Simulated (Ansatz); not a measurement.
```cif
data_structure
_symmetry_space_group_name_H-M 'P 1'
_symmetry_Int_Tables_number 1
_cell_length_a 6.3182
_cell_length_b 6.3182
_cell_length_c 4.4676
_cell_angle_alpha 90.000
_cell_angle_beta 90.000
_cell_angle_gamma 90.000
_cell_volume 178.35
loop_
_atom_site_label
_atom_site_type_symbol
_atom_site_fract_x
_atom_site_fract_y
_atom_site_fract_z
_atom_site_occupancy
Al1 Al 0.00000 0.00000 0.00000 1
Al2 Al 0.50000 0.50000 0.00000 1
Ga1 Ga 0.24011 0.75989 0.50000 1
Ga2 Ga 0.74011 0.25989 0.50000 1
Ga3 Ga 0.24011 0.24011 0.50000 1
Ga4 Ga 0.74011 0.74011 0.50000 1
Ga5 Ga 0.01978 0.50000 0.00000 1
Ga6 Ga 0.51978 0.00000 0.00000 1
N1 N 0.49388 0.74497 0.75503 1
N2 N 0.99388 0.24497 0.75503 1
N3 N 0.49388 0.25503 0.75503 1
N4 N 0.99388 0.75503 0.75503 1
N5 N 0.26115 0.50000 0.25720 1
N6 N 0.76115 0.00000 0.25720 1
N7 N 0.25109 0.00000 0.23274 1
N8 N 0.75109 0.50000 0.23274 1
```

Space group Cm; a structure from a database of computed crystals, not necessarily the ambient phase; not relaxed (largest force 1.1 eV/Å).

These are results of DFT PBEsol, scalar-relativistic, plane waves, PAW (Ansatz 0.2.0), not measurements.

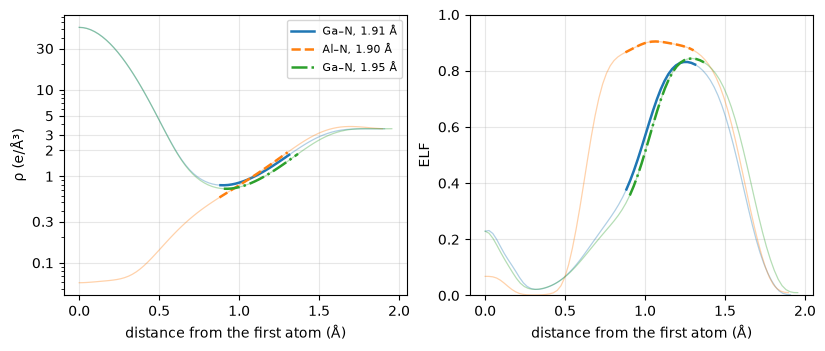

AlGa$_{3}$N$_{4}$. Valence pseudo-density and ELF along straight lines between neighbouring atoms. Thin, pale parts lie inside the atomic spheres.

The density is the valence pseudo-density of a PAW calculation; it isn't the true density close to the nuclei.

Q: What can be read from the curves?

A: Ga–N (1.91 Å): ρ at the midpoint is about 0.81 e/Å³; the ELF peaks at about 0.85 in the valence shell of N, 0.6 Å from its nucleus, and is about 0.50 at the midpoint.
Al–N (1.90 Å): the density is about 0.69 e/Å³ at the midpoint; the ELF peaks at about 0.90 between the atoms; a shared but strongly polarised pair.
Ga–N (1.95 Å): ρ at the midpoint is about 0.73 e/Å³; the ELF peaks at about 0.85 in the valence shell of N, 0.7 Å from its nucleus, and is about 0.45 at the midpoint.
